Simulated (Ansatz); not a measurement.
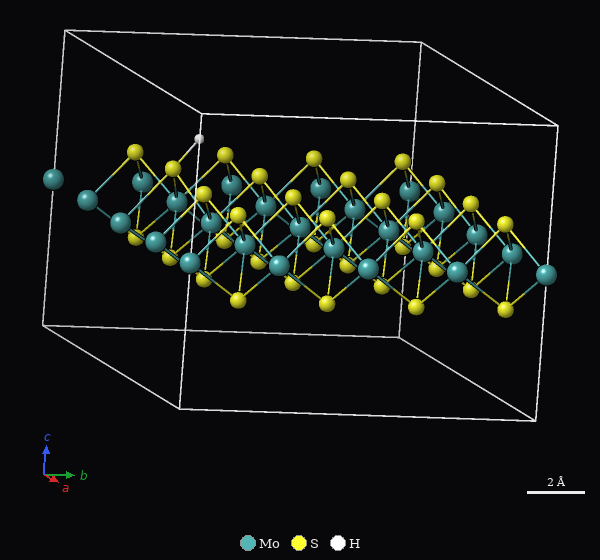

*The structure (ball-and-stick view of the cell of the calculation, with the vacuum cut short, seen slightly off an axis). An atom can appear more than once, as a periodic image.*

**Single-point calculation of Mo₁₆HS₃₂ (part 1 of 2)**

- system: Mo₁₆HS₃₂ (defect cell, 49 atoms in the cell)
- method: DFT PBE, scalar-relativistic, plane waves, PAW, spin-polarised (Ansatz 0.2.0)

The structure derives from a Materials Project entry.

Input:
```yaml
crystal:
  lattice:
    - [6.368252, 11.030136, 0.0]
    - [12.736504, 0.0, 0.0]
    - [1.592063, 2.757534, -17.3346]
  atoms:
    - { symbol: Mo, position: [0.5002475564, 0.4997027129, -3.4843e-06], spin: 0.01 }
    - { symbol: Mo, position: [0.7505126952, 0.4990564596, -0.0002527095] }
    - { symbol: Mo, position: [0.7499639572, 0.2493725508, 0.0006088858] }
    - { symbol: Mo, position: [0.0002906021, -0.000717796, 0.0001980225], spin: 0.01 }
    - { symbol: Mo, position: [0.2508956283, -0.0008079159, 0.0001710901], spin: -0.01 }
    - { symbol: Mo, position: [0.5031257663, -0.0045942748, -0.0033656792], spin: 0.38 }
    - { symbol: Mo, position: [0.7497895695, -0.0008110872, 0.0001718426], spin: -0.01 }
    - { symbol: Mo, position: [0.2504174277, 0.7493282662, -0.0001572639] }
    - { symbol: Mo, position: [0.5005396551, 0.7488374242, -0.000977387], spin: 0.01 }
    - { symbol: Mo, position: [0.7510832356, 0.7488273105, -0.00097664], spin: 0.01 }
    - { symbol: Mo, position: [2.447e-05, 0.4996847904, -6.2692e-06], spin: 0.01 }
    - { symbol: Mo, position: [0.2499242759, 0.4998759023, 0.0004717693] }
    - { symbol: Mo, position: [0.00031807, 0.2493696352, 0.0006089412] }
    - { symbol: Mo, position: [0.249224846, 0.2504169474, 0.0026833479], spin: 0.02 }
    - { symbol: Mo, position: [0.4989831154, 0.2503939296, 0.0026873673], spin: 0.02 }
    - { symbol: Mo, position: [0.0002971047, 0.7493236196, -0.000158243] }
    - { symbol: S, position: [0.6895992964, 0.4152696475, 0.9099830492] }
    - { symbol: S, position: [0.9400973872, 0.4152669075, 0.909983049] }
    - { symbol: S, position: [0.9392390582, 0.1662239781, 0.9105112588] }
    - { symbol: S, position: [0.1893562585, 0.9164434953, 0.9100765064] }
    - { symbol: S, position: [0.4393449056, 0.9149201337, 0.9082397484], spin: 0.01 }
    - { symbol: S, position: [0.6915859823, 0.9149113126, 0.9082388381], spin: 0.01 }
    - { symbol: S, position: [0.9391257155, 0.9164414562, 0.9100770176] }
    - { symbol: S, position: [0.4394485565, 0.6653286966, 0.9094507216] }
    - { symbol: S, position: [0.6900704091, 0.6652513359, 0.9091442455] }
    - { symbol: S, position: [0.9404674369, 0.6653176551, 0.9094506847] }
    - { symbol: S, position: [0.1901626109, 0.4147540894, 0.910862293] }
    - { symbol: S, position: [0.4396188443, 0.4147458643, 0.910872181] }
    - { symbol: S, position: [0.189915733, 0.1666427925, 0.9111521974], spin: 0.01 }
    - { symbol: S, position: [0.4384219157, 0.1667754368, 0.912665289] }
    - { symbol: S, position: [0.6878280683, 0.1666380643, 0.9111515034], spin: 0.01 }
    - { symbol: S, position: [0.189632925, 0.6657827273, 0.909832922] }
    - { symbol: S, position: [0.8939156243, 0.4165913718, 0.0901878431] }
    - { symbol: S, position: [0.1423681362, 0.4184339793, 0.0908589067] }
    - { symbol: S, position: [0.1437106656, 0.1650661298, 0.0910947747], spin: 0.01 }
    - { symbol: S, position: [0.3960700112, 0.9155198513, 0.0890723081], spin: 0.01 }
    - { symbol: S, position: [0.6438437844, 0.9155118594, 0.0890733458], spin: 0.01 }
    - { symbol: S, position: [0.894336028, 0.9157941036, 0.0900692832] }
    - { symbol: S, position: [0.1447962102, 0.9157970317, 0.090070208] }
    - { symbol: S, position: [0.6446266319, 0.6661328263, 0.089151314] }
    - { symbol: S, position: [0.8937471884, 0.6666952589, 0.089791572] }
    - { symbol: S, position: [0.1440221838, 0.6668455568, 0.0901456599] }
    - { symbol: S, position: [0.3937168197, 0.4184433477, 0.0908667699] }
    - { symbol: S, position: [0.644355591, 0.4165918967, 0.0901882015] }
    - { symbol: S, position: [0.3864882866, 0.1772245363, 0.0995150553], spin: 0.02 }
    - { symbol: S, position: [0.6456418567, 0.1650610031, 0.091095732], spin: 0.01 }
    - { symbol: S, position: [0.8944541973, 0.1658512189, 0.0903925167] }
    - { symbol: S, position: [0.3946209466, 0.6667086092, 0.0897926237] }
    - { symbol: H, position: [0.3266414602, 0.2683824883, 0.1567350087], spin: 0.07 }
magnetization:
  spin_polarized: true
basis:
  ecutwfc: 420
  fft_grid_basis: typed
kpoints:
  mp_grid: { grid: [1, 1, 1] }
hamiltonian:
  xc: pbe
  pseudopotentials: { kind: paw }
scf:
  occupations: { method: gaussian, width: 0.05 }
  n_extra_bands: 18
output:
  forces: true
  stress: false
  eigenvalues: true
  bader: false
  write_density: false
  volumetric_format: npy
  populations: true
  band_densities:
    - { e_range: [-0.83, -0.22] }
    - { e_range: [0.22, 0.83] }
    - { e_range: [0.2, 0.26] }
    - { e_range: [-0.26, -0.2] }
    - { e_range: [-1.18, -1.1] }
    - { e_range: [-1.91, -1.53] }
  dos:
    e_range: [-30, 8]
    de: 0.02
    method: { smearing: { sigma: 0.03, scheme: gaussian } }
    projected: { site_lists: { H: [H], Mo: [Mo], S: [S] } }
checkpoint:
  read: start.run
  write: ck
  compress: false
  write_wavefunctions: false
  write_every: 100000
```

Launch command:
```bash
ansatz run input.yaml --threads 4 --pin off --max-ram 10240MiB --backend cpu --events-out ev --progress --plain --runs-dir out
```

The program's output:
```
Warning: the band count 227 (scf.n_extra_bands) hosts the net moment |M| = 0.6200 μB (N_el = 417) but caps the reachable moment at 2·n_bands − N_el = 37.0000 μB, below the 258 bands that the automatic rule leaves for it — a moment growing past the seed, or the majority channel's smearing tail, pins there with fewer empty majority states than that count leaves; raise or omit scf.n_extra_bands unless the cap is intended
Warning: checkpoint.read: spin seed differs: saved 4507eddd74b3…, current 1ebd732e42b8…; the loaded state replaces the seed-built initial guess (but the starting_ns of a DFT+U solve that opens without the state's occupation matrices), so the run may converge into the producing seed's basin, or, where the symmetry group that follows from this deck's starting moments and starting_ns does not hold the saved magnetisation, lose that magnetisation at its first build. Where atoms have moved since the state was saved, this difference can also decide whether moments are moved with them. A self-consistent run of this deck without the state starts from its starting moments and, under a DFT+U term, its starting_ns
scf.n_extra_bands = 18 over 209 filled bands (N_el = 417.0): the run solves 227 bands
Engine: ansatz 0.2.0, aarch64-unknown-linux-gnu
Pseudopotentials: kind: paw
Pseudopotential: Mo, paw, valence charge 14, recommended cutoff 420 eV (normal), Mo.paw.azcp
Pseudopotential: S, paw, valence charge 6, recommended cutoff 420 eV (normal), S.paw.azcp
Pseudopotential: H, paw, valence charge 1, recommended cutoff 420 eV (normal), H.paw.azcp
Functional definition: PBE
  parameter kappa = 0.804
  parameter beta = 0.06672455060314922
  exchange = pbe_x(kappa = kappa, mu = beta*pi^2/3)
  correlation = pbe_c(beta = beta)
Crystal: 49 atoms, lattice volume = 2435.258 Å³
Basis set: ecut = 420 eV, 47663 PW (Γ), exchange–correlation on 180×180×240 points (8 copies of the dense FFT grid, shifted against one another)
Bands: 227, of which v1, the nominal top of the filled ones, is band 209 counted from 1 (208 counted from 0)
Symmetry: 1 space group operations
Space group: P1 (ITA 1), of the structure as read, at distance tolerance 1.3e-4 Å
Magnetic group: BNS 1.1 (UNI 1), of the structure as read, at distance tolerance 1.3e-4 Å
k-points: 1
Non-local potential: Mo, projectors of the file, l = 0: 3, l = 1: 2, l = 2: 2, l = 3: 1
Non-local potential: S, projectors of the file, l = 0: 2, l = 1: 2, l = 2: 2
Non-local potential: H, projectors of the file, l = 0: 2, l = 1: 1
PAW form: soft (Blöchl's): semilocal exchange-correlation on the pseudo side does not see the compensation charge
PAW one-centre angular grid: Mo, 590 points (default); XC on 64 Gauss nodes
PAW one-centre angular grid: S, 110 points (default); XC on 64 Gauss nodes
PAW one-centre angular grid: H, 110 points (default); XC on 64 Gauss nodes
Initial density: read from a saved state, or passed on in memory by an earlier SCF of this step, an earlier step, the calling program or the single point that the run made first
Stability of the state it starts from, as read at its close in the collinear treatment: not read negative (Ritz values of 1 − χ₀K, real part plus size of imaginary part, from 1.0 to 1.1, by its mixing steps under no symmetry); its run was given moments
Starting moments: Σ|m| = 0.66 μB on 20 of 49 sites; this step starts from the density that it was given
Initial wavefunctions: pseudopotential atomic-orbital guess
Functional: x = pbe(κ = 0.804, μ = 0.2195149727645171), c = pbe(β = 0.06672455060314922)
iter 1 solved again at ethr=4.93e-8 eV; its pass at ethr=3.10e-3 eV (dr2=2.06e-4 eV) is discarded
SCF iter   1: F=—  HF=-108220.184303 eV  |F-HF|=—  |Δ(HF+E_count)|=         —  Δρ=2.55e-7 (↑2.55e-7 ↓2.41e-7)  dr2=8.07e-9  dr2_m=2.40e-10  M=1.000 μB ∫|m|=1.237 μB  β_m=0.30  ethr=4.93e-8  ⟨swp⟩=6.0  Hψ=4286  notcnv=0
eigensolver tolerance schedule: the retry pair's looser diagonalisation over-reported the residual by 25484.38 of it (diagonalisation noise at 0.68 of the residual, at the tolerance the schedule requests for it); recorded, not acted on — ethr = c·dr2/N_el stays at c = 1.0e-1
preconditioner: auto → Resta (q_TF=auto, 2.033 Å⁻¹)  ε∞=4.1  [insulator: Δε(μ)=0.460 eV  Ē_g=7.211 eV  σ=0.050 eV  W_gap=1.00  n_scr=342 (ndim 8)  ℏωp=12.8 eV  f_vac=0.616  D(μ)=0.00/eV (n_scr^D=0)  ε∞_Penn≈4.1  vacuum switching on, ρ_ref=3.8e-3 e/Å³]
spin=Collinear: Resta preconditioning applied to the charge; magnetization (m = ρ↑ − ρ↓) channel mixes plain (no charge-response kernel on spin).
SCF iter   2: F=—  HF=-108220.182670 eV  |F-HF|=—  |Δ(HF+E_count)|=   1.63e-3  Δρ=1.45e-7 (↑1.38e-7 ↓1.45e-7)  dr2=4.00e-9  dr2_m=1.47e-10  M=1.000 μB ∫|m|=1.237 μB  β_m=0.26  ethr=1.93e-12  ⟨swp⟩=5.0  Hψ=1761  notcnv=0
SCF iter   3: F=-108220.182670 eV  HF=-108220.182670 eV  |F-HF|=5.82e-10  |Δ(HF+E_count)|=  1.16e-10  Δρ=9.50e-8 (↑9.45e-8 ↓9.50e-8)  dr2=8.89e-10  dr2_m=1.19e-10  M=1.000 μB ∫|m|=1.237 μB  ethr=1.00e-12  ⟨swp⟩=1.0  Hψ=1034  notcnv=0
SCF 1 converged in 3 iterations: F = -108220.182670 eV  dr2 = 8.89e-10
  greatest PAW one-centre occupation: 0.998 electrons in one spin orbital (limit 2), on the Mo atom at site 5 (counted from 0), in its partial waves of l = 0
NSCF: frozen V_eff on 1 k-points
SCF converged after 3 iterations
Magnetization: 1.0000 μB (209.0000 up, 208.0000 down)
Absolute magnetization: 1.2404 μB (∫|ρ↑−ρ↓|, with the PAW one-centre terms)
Spin contamination: 0.0071 ħ² per cell (⟨S²⟩ above its minimum at these occupations)
Per-site moments (μB) at R_I (Å): [(0.01277151333520898, 0.9931515253774535), (-0.001275178023591045, 0.9932616059817133), (0.0010014021546653664, 0.9940694434381167), (0.008174813673151175, 0.9940960529211067), (-0.009471144259860538, 0.9920803659262067), (0.38353634673203746, 0.98410924018267), (-0.009478529799769658, 0.9920738981780035), (0.0016076102537741562, 0.9944476516424621), (0.006178046935426394, 0.9936370475403637), (0.006185376863903122, 0.993631997121177), (0.012731391820292783, 0.9930845677443592), (0.0014960730679986645, 0.9941336091020255), (0.0010073538806643662, 0.9940623448100815), (0.021662350646066232, 0.990937893927084), (0.021687677885577128, 0.9910690392479756), (0.0016105631861762133, 0.9944465592591795), (0.000621801006584997, 0.9948299066695564), (0.0006177698749030604, 0.994830769673419), (0.0016781533276282118, 0.9940960529211067), (-0.0005492543325144436, 0.9946972829956435), (0.005026379520930745, 0.98624683615743), (0.0050340984539135976, 0.9862371060811317), (-0.0005487783085480021, 0.9946970032116308), (-6.676238711437197e-6, 0.99352651998251), (4.100426626531753e-5, 0.9953897115923129), (-7.5420000396824305e-6, 0.9935374830972679), (0.0009402793599585832, 0.9947405976309476), (0.0009364735662979145, 0.9947483284578656), (0.008138594469997507, 0.9928012147512383), (-0.0019427830303839848, 0.98410924018267), (0.008150576362389663, 0.9928024275723856), (0.0004400907917636598, 0.9949240198325304), (7.465216176418151e-6, 0.9943721619593242), (-0.0003919427373113295, 0.990937893927084), (0.011567352146515069, 0.9946054320114147), (0.007590140649293354, 0.9920803659262067), (0.007595088012239311, 0.9920738981780035), (3.082205809682956e-5, 0.9949619416207136), (3.265375700204841e-5, 0.9949557425701626), (-0.0005970846639127936, 0.9932616059817133), (0.0043548069490696355, 0.993631997121177), (0.00028443930471694264, 0.9941336091020255), (-0.0003914645949259257, 0.9910690392479756), (5.744505154711642e-6, 0.9943681986931917), (0.017485662900724085, 0.5826093961450012), (0.011568767095427685, 0.9946031558623422), (-0.0004778156324711125, 0.9945235215278097), (0.004355941919663208, 0.9936370475403637), (0.07051979498625795, 0.5826093961450012)]
Free energy (F): -108220.182670 eV
Harris-Foulkes:  -108220.182670 eV  (|F-HF|=5.82e-10)
Internal energy: -108220.182670 eV  (E = F + TS)
E sigma→0 (E₀):  -108220.182670 eV
Fermi energy:    0.928338 eV
--- Per-component energies (eV) ---
  E_band       = -6828.919898
  E_kinetic    = 10493.697322
  E_local      = -208683.033383  (includes V_loc(G=0)·N_el)
  E_nonlocal   = 3187.804339
  E_hartree    = 98554.024993
  E_xc         = -6057.973124
  E_vxc        = -6481.764460  (∫ρ·V_xc dr)
  E_paw        = -70424.563268  (= ΣΔE_a)
  E_vpaw       = -2453.661340  (= ΣTr[D̂ρ^β])
  E_aug_tail   = -0.000486  (compensation charges beyond the density's cutoff)
  E_ewald      = 64709.860938
  E_smearing   = -0.000000  (= −TS)
  E_closure    = -0.000000  (closes the sum)
  Σ components = -108220.182670   (vs F -108220.182670, Δ=0.00e0)
```
